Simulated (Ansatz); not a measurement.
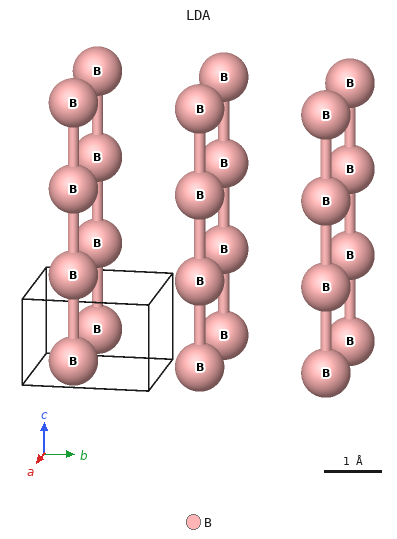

Crystalline B (a generated structure, set up in P4/mmm), relaxed (cell and atoms) with several functionals. The picture shows the result with LDA. A ball-and-stick model of the cell of the calculation, repeated 2 × 3 × 4 with one cell outlined, seen slightly off an axis.

Computed with Ansatz 0.2.0: Ansatz PAW. (plane-wave cutoff 420 eV; k-point mesh 11 × 11 × 16; occupations fermi-dirac; smearing width 0.05 eV; no spin polarisation; cell and atoms relaxed; force threshold 0.01 eV/Å)

```csv
functional,volume (Å³/atom),a (Å),c (Å)
LDA,8.178,2.278,1.576
PBE,8.638,2.333,1.587
r2SCAN,8.816,2.362,1.580
PBEsol,?,?,?
```

**One row is withheld. What does the calculation give there?**

With PBEsol the volume falls between LDA (8.178) and PBE (8.638). The calculation gives 8.348 Å³/atom (a = 2.294 Å, c = 1.587 Å). In order of volume: LDA < PBEsol < PBE < r2SCAN; the spread is 7.8 %.

Each member starts from this one structure; whether another phase lies lower wasn't checked.
